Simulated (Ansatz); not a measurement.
# Single-point calculation of Ta

Ta (Cmme, 2 atoms in the cell), computed with DFT PBE, scalar-relativistic, plane waves, PAW, no spin polarisation (Ansatz 0.2.0).

The structure derives from a Materials Project entry. It belongs to a series of runs on one base structure; here: 2 of 2 H taken out, relaxed. Figures and captions count atoms from 1; the log counts them from 0 in places.

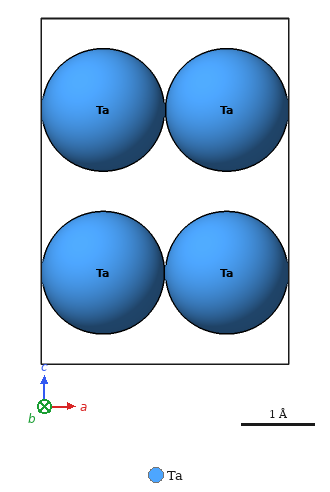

**Figure 1.** The input geometry (spheres-only view of the cell 2 times as large as that of the calculation, set on its symmetry axes, along the b axis).

**Input**
```yaml
crystal:
  lattice:
    - [1.7137446454, -2.3860997252, 0.0]
    - [1.7137446454, 2.3860997252, 0.0]
    - [0.0, 0.0, 4.7930437401]
  atoms:
    - { symbol: Ta, position: [0.0, 0.5, 0.2645313067] }
    - { symbol: Ta, position: [0.5, 0.0, 0.7354686933] }
basis:
  ecutwfc: 420
kpoints:
  mp_grid: { grid: [6, 6, 4] }
hamiltonian:
  xc: pbe
scf:
  occupations: { method: gaussian, width: 0.1 }
output:
  forces: true
  stress: true
  eigenvalues: true
```

Launched with:
```bash
ansatz run input.yaml --threads 2 --pin off --max-ram 5120MiB --backend cpu --events-out ev --progress --plain --runs-dir out
```

**What the program printed**
```
Engine: ansatz 0.2.0, aarch64-unknown-linux-gnu
Pseudopotentials: kind: paw
Pseudopotential: Ta, paw, valence charge 13, recommended cutoff 420 eV (normal), Ta.paw.azcp
Functional definition: PBE
  parameter kappa = 0.804
  parameter beta = 0.06672455060314922
  exchange = pbe_x(kappa = kappa, mu = beta*pi^2/3)
  correlation = pbe_c(beta = beta)
Crystal: 2 atoms, lattice volume = 39.199 Å³
Basis set: ecut = 420 eV, 763 PW (Γ), exchange–correlation on 40×40×72 points (8 copies of the dense FFT grid, shifted against one another)
Bands: 17, of which v1, the nominal top of the filled ones, is band 13 counted from 1 (12 counted from 0)
Symmetry: 8 space group operations
Space group: Cmme (ITA 67), of the structure as read, at distance tolerance 3.4e-5 Å
k-points: 39 of 144
Non-local potential: Ta, projectors of the file, l = 0: 3, l = 1: 2, l = 2: 2, l = 3: 1
PAW form: soft (Blöchl's): semilocal exchange-correlation on the pseudo side does not see the compensation charge
PAW one-centre angular grid: Ta, 590 points (default); XC on 64 Gauss nodes
Initial density: superposition of atomic densities (neutral atoms: chi_scale 0, normalization atom), corrected by the library's trained network
Initial wavefunctions: pseudopotential atomic-orbital guess
Functional: x = pbe(κ = 0.804, μ = 0.2195149727645171), c = pbe(β = 0.06672455060314922)
SCF iter   1: F=—  HF=-19864.323370 eV  |F-HF|=—  |Δ(HF+E_count)|=         —  Δρ=2.80e-3  dr2=3.99e-3  ethr=1.77e-3  ⟨swp⟩=5.1  Hψ=2977  notcnv=0
preconditioner: auto → none  [metal: Δε(μ)=0.054 eV  Ē_g=4.626 eV  σ=0.100 eV  W_gap=0.29  n_scr=6 (ndim 8)  ℏωp=18.8 eV  f_vac=0.000  D(μ)=3.30/eV (n_scr^D=40)  sad-step TF]
SCF iter   2: F=—  HF=-19864.323351 eV  |F-HF|=—  |Δ(HF+E_count)|=   1.96e-5  Δρ=1.73e-3  dr2=1.59e-3  ethr=1.53e-5  ⟨swp⟩=1.6  Hψ=1106  notcnv=0
SCF iter   3: F=—  HF=-19864.323204 eV  |F-HF|=—  |Δ(HF+E_count)|=   1.47e-4  Δρ=3.35e-4  dr2=3.55e-5  ethr=6.13e-6  ⟨swp⟩=2.0  Hψ=845  notcnv=0
SCF iter   4: F=—  HF=-19864.323202 eV  |F-HF|=—  |Δ(HF+E_count)|=   1.94e-6  Δρ=1.26e-4  dr2=7.07e-6  ethr=1.37e-7  ⟨swp⟩=2.2  Hψ=1063  notcnv=0
SCF iter   5: F=—  HF=-19864.323201 eV  |F-HF|=—  |Δ(HF+E_count)|=   8.63e-7  Δρ=6.41e-5  dr2=2.07e-6  ethr=2.72e-8  ⟨swp⟩=2.1  Hψ=976  notcnv=0
SCF iter   6: F=—  HF=-19864.323201 eV  |F-HF|=—  |Δ(HF+E_count)|=   1.06e-7  Δρ=1.83e-5  dr2=1.38e-7  ethr=7.97e-9  ⟨swp⟩=2.1  Hψ=852  notcnv=0
SCF iter   7: F=-19864.323201 eV  HF=-19864.323201 eV  |F-HF|=1.09e-9  |Δ(HF+E_count)|=   1.93e-8  Δρ=3.38e-6  dr2=3.71e-9  ethr=3.85e-10  ⟨swp⟩=4.5  Hψ=2212  notcnv=0
SCF 1 converged in 7 iterations: F = -19864.323201 eV  dr2 = 3.71e-9
  greatest PAW one-centre occupation: 0.999 electrons in one spin orbital (limit 2), on the Ta atom at site 1 (counted from 0), in its partial waves of l = 0
SCF converged after 7 iterations
Free energy (F): -19864.323201 eV
Harris-Foulkes:  -19864.323201 eV  (|F-HF|=1.09e-9)
Internal energy: -19864.306658 eV  (E = F + TS)
E sigma→0 (E₀):  -19864.314930 eV
Entropy (-TS):   -0.016542 eV (-8.271 meV/atom)
Fermi energy:    16.916142 eV
--- Per-component energies (eV) ---
  E_band       = -253.675363
  E_kinetic    = 726.694635
  E_local      = -1204.035125  (includes V_loc(G=0)·N_el)
  E_nonlocal   = 28.049207
  E_hartree    = 413.019769
  E_xc         = -435.022017
  E_vxc        = -405.553401  (∫ρ·V_xc dr)
  E_paw        = -16792.411968  (= ΣΔE_a)
  E_vpaw       = -224.869943  (= ΣTr[D̂ρ^β])
  E_aug_tail   = 0.000289  (compensation charges beyond the density's cutoff)
  E_ewald      = -2600.601448
  E_smearing   = -0.016542  (= −TS)
  E_closure    = -0.000000  (closes the sum)
  Σ components = -19864.323201   (vs F -19864.323201, Δ=0.00e0)
--- Forces (eV/Å), atoms counted from 1 ---
  atom   1  Ta     0.00000000     0.00000000    -0.52890604
  atom   2  Ta    -0.00000000    -0.00000000     0.52890604
  max |Σ_I F_I| component: 0.00e0 eV/Å
--- Stress (GPa, compression-positive) ---
       -9.748341       0.000000       0.000000
        0.000000      -8.906756       0.000000
        0.000000       0.000000     -11.049715
  P = ⅓ Tr σ = -9.9016 GPa (-99.016 kbar)
--- Band table (eV; the first three rows and the last of 39) ---
  k-point 0: bands = ["-50.4001", "-50.3124", "-17.3500", "-16.7468", "-16.4445", "-16.4381", "-16.4341", "-16.4227", "9.3523", "12.8837", "15.4407", "17.5095", "17.5658", "17.5884", "18.4626", "20.4964", "20.6270"]
  k-point 1: bands = ["-50.3904", "-50.3223", "-17.2369", "-16.7109", "-16.5655", "-16.4608", "-16.4430", "-16.4356", "9.9617", "12.6944", "15.6709", "16.8313", "17.2265", "17.9155", "18.1437", "20.2902", "20.5350"]
  k-point 2: bands = ["-50.3763", "-50.3365", "-17.0418", "-16.7748", "-16.6579", "-16.5160", "-16.4400", "-16.4384", "11.3363", "11.6285", "16.0956", "16.2981", "16.6766", "17.5376", "19.3392", "20.0888", "20.3967"]
  k-point 38: bands = ["-50.3008", "-50.2702", "-17.2514", "-17.1457", "-16.9942", "-16.8711", "-16.8357", "-16.6710", "14.2555", "14.2654", "14.9953", "15.4933", "17.3515", "18.3071", "18.4142", "18.8864", "23.3832"]
```

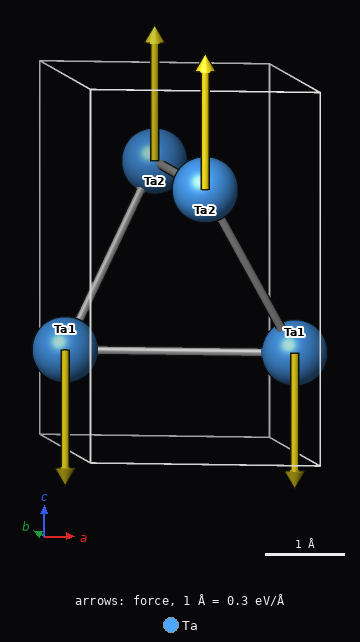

**Figure 2.** Forces on the atoms as yellow arrows (ball-and-stick view of the cell of the calculation, seen slightly off an axis; atoms are numbered from 1 in the order of the input). The largest act on Ta1, Ta2 (0.53 eV/Å). The geometry is not a stationary point of this energy.

**Key numbers**

| quantity | value |
| --- | --- |
| outcome | converged |
| space group (tolerance 0.01 Å) | Cmme (67) |
| electrons treated | 26 |
| free energy | −19864.3232 eV |
| Fermi energy | 16.916 eV |
| gap on the k-point mesh | none (metallic) |
| pressure | −9.90 GPa |
| largest force (length of the vector) | 0.529 eV/Å |
| hardware | 2 threads of Arm Neoverse V1, 24 GiB of memory available, shared host |
| wall time | 0.95 s (CPU time 1.7 s) |
| peak memory | 0.29 GiB |

**Remarks**

Spin–orbit coupling is left out, which matters for Ta. The cell is under a tension of 9.9 GPa at this level, so it is not at its equilibrium volume.
